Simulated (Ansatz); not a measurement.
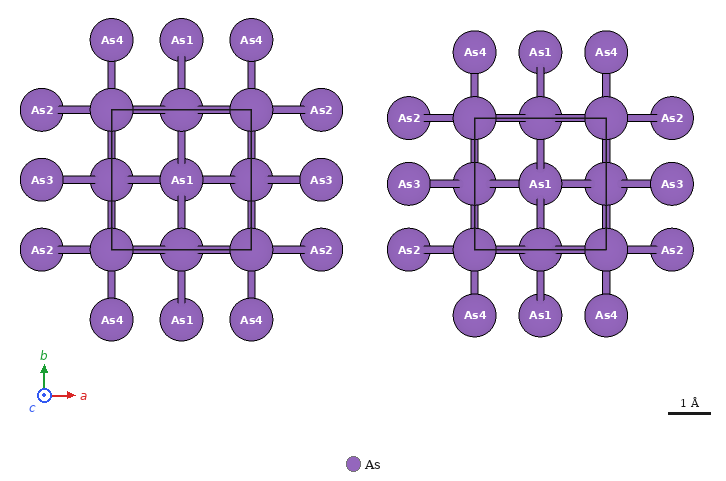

Two geometries of solid As (a generated structure, set up in I4_1/amd), drawn at one scale. One is the start of a relaxation, the other its converged end. The picture is a ball-and-stick view of the conventional cell (2 times the calculation's cell), seen along the c axis. Lengths and directions refer to the drawn axes.

Computed with DFT PBE, scalar-relativistic, plane waves, PAW (Ansatz). Settings: plane-wave cutoff 420 eV; k-point mesh 20 × 20 × 20; occupations gaussian; smearing width 0.1 eV; no spin polarisation; cell and atoms relaxed; force threshold 0.01 eV/Å; at most 80 steps.

Question: Which geometry has the lower energy?

Answer: The right one is the relaxed one. The energy falls by 81.4 meV per cell of the calculation in 10 accepted moves (12 points after the start). Largest force component: 0.29 eV/Å at the start, 0.00047 eV/Å at the end. Pressure: 0.14 GPa at the start and −0.01 GPa at the end. The line search rejected the trial step at point 4 of the run. The SCF was repeated once at an unchanged geometry on a basis and grid sized afresh for the cell, which shifted the energy by 1.4 meV per cell of the calculation at most. The largest moves relative to the cell, 0.096 Å, are those of As1, As2, As3 and As4. As4 goes along +c. The drawn cell changes as follows: a = b 3.375 → 3.177 Å (−5.9 %), c 23.440 → 22.861 Å (−2.5 %); the volume changes by −13.6 %. Some distances before and after: As1–As4 2.385 → 2.428 Å. Bond angles that change, for instance: As4–As1–As4 90.1° → 81.7°. The space group stays I4_1/amd (No. 141). Cost: 26 min on 1 thread of Arm Neoverse V2, on a shared host, peak memory 2 GiB.
